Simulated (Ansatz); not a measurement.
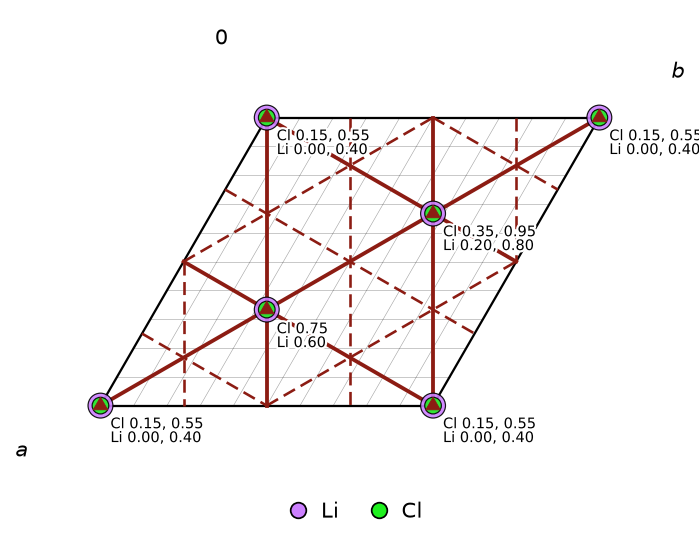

Plan of a unit cell projected along c (a down the page, b across); the numbers are heights as fractions of c, and atoms on the cell's edges are repeated. The grid marks tenths of a and b. The symmetry elements are drawn over the atoms. Symbols follow the International Tables: origin at the upper left, the third axis towards the viewer; heavy, dashed, dotted, dash-dotted and dash-dot-dot lines are mirror, in-plane glide, out-of-plane glide, diagonal (n; with arrows d) and double (e) glide planes seen edge on; arrows at the rim are 2 (full head) and 2₁ (half head) axes in the plane; the corner sign is a plane parallel to the page; fractions are heights. Handed screw axes carry their printed symbol instead of tails. Source: coordinates from a relaxation with DFT PBEsol, scalar-relativistic, plane waves, PAW (Ansatz 0.2.0); the starting structure was generated, so it need not be a known form of this composition. The drawing is computed from the coordinates (standard cell, symmetry found to 0.002 Å).

a = 3.861 Å, b = 3.861 Å, c = 15.604 Å, α = 90.00°, β = 90.00°, γ = 120.00°.

Question: What does the cell contain?

Answer: 5 Li, 5 Cl: LiCl, Z = 5.

Question: Which space group?

Answer: No. 156, P3m1, primitive trigonal (hexagonal lattice).

Question: Give the fractional coordinates of all atoms, to two places.

Answer:
```json
{"atom": "Li", "x": "0.00", "y": "0.00", "z": "0.00"}
{"atom": "Cl", "x": "0.00", "y": "0.00", "z": "0.15"}
{"atom": "Li", "x": "0.33", "y": "0.67", "z": "0.20"}
{"atom": "Cl", "x": "0.33", "y": "0.67", "z": "0.35"}
{"atom": "Li", "x": "0.00", "y": "0.00", "z": "0.40"}
{"atom": "Cl", "x": "0.00", "y": "0.00", "z": "0.55"}
{"atom": "Li", "x": "0.67", "y": "0.33", "z": "0.60"}
{"atom": "Cl", "x": "0.67", "y": "0.33", "z": "0.75"}
{"atom": "Li", "x": "0.33", "y": "0.67", "z": "0.80"}
{"atom": "Cl", "x": "0.33", "y": "0.67", "z": "0.95"}
```
